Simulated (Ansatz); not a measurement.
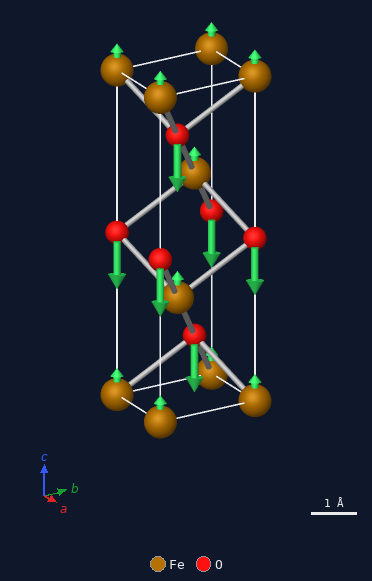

One vibrational mode of solid FeO at the zone centre. The green arrows are the displacements of the atoms (eigenvector over the root of the mass), of arbitrary overall length and sign. The picture is a ball-and-stick view of the conventional cell (3 times the calculation's cell), seen slightly off an axis. Lengths and directions refer to the drawn axes.

Computed with DFT PBE+U, scalar-relativistic, plane waves, PAW (Ansatz). (plane-wave cutoff 420 eV; k-point mesh 12 × 12 × 12; occupations gaussian; smearing width 0.02 eV; U Fe 5.3 eV; collinear spin)

Frequencies are those without the non-analytic (LO–TO) term.

**Describe the mode and give its frequency.**

This is the A₂u mode at 243 cm⁻¹, the lowest optical level, infrared-active by symmetry. The O sublattice moves against the Fe sublattice, along c; the kinetic energy is shared as O 78 %, Fe 22 %. Its infrared intensity is 10 (D/Å)²/amu.
